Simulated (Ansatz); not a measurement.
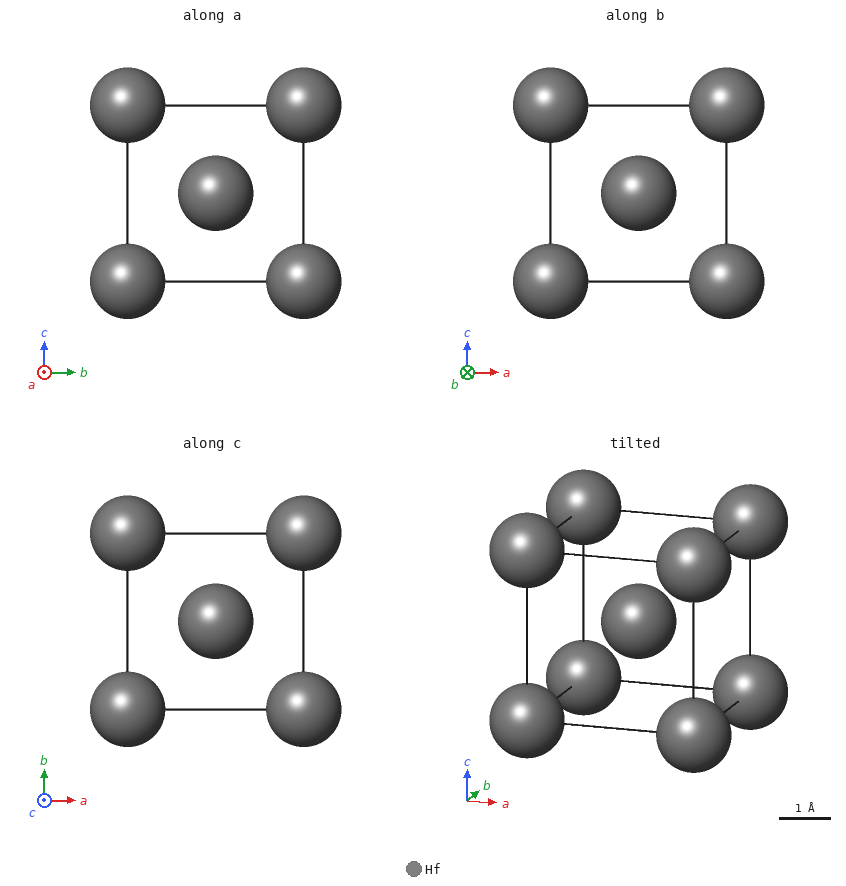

We look at a spheres-only model of the crystal along the a axis, along the b axis, along the c axis and slightly off an axis. The edges of the conventional unit cell are marked.

Lattice parameters: a = 3.4754 Å, b = 3.4754 Å, c = 3.4754 Å, α = 90.000°, β = 90.000°, γ = 90.000°.

> Express the structure as a CIF with its space group and independent sites.

```cif
data_structure
_symmetry_space_group_name_H-M 'I m -3 m'
_symmetry_Int_Tables_number 229
_cell_length_a 3.4754
_cell_length_b 3.4754
_cell_length_c 3.4754
_cell_angle_alpha 90.000
_cell_angle_beta 90.000
_cell_angle_gamma 90.000
_cell_volume 41.98
loop_
_atom_site_label
_atom_site_type_symbol
_atom_site_symmetry_multiplicity
_atom_site_Wyckoff_symbol
_atom_site_fract_x
_atom_site_fract_y
_atom_site_fract_z
_atom_site_occupancy
Hf1 Hf 2 a 0.0000 0.0000 0.0000 1
```

The cell started as a structure type filled with this element by a generator (whether the element takes this form wasn't checked). The cell was then strained or its atoms displaced on purpose. Ansatz was used for an electronic-structure calculation on it.

At this level of theory the cell isn't at rest (compressed, at 7 GPa), so its distances can differ from those at equilibrium, the more so the softer the solid.
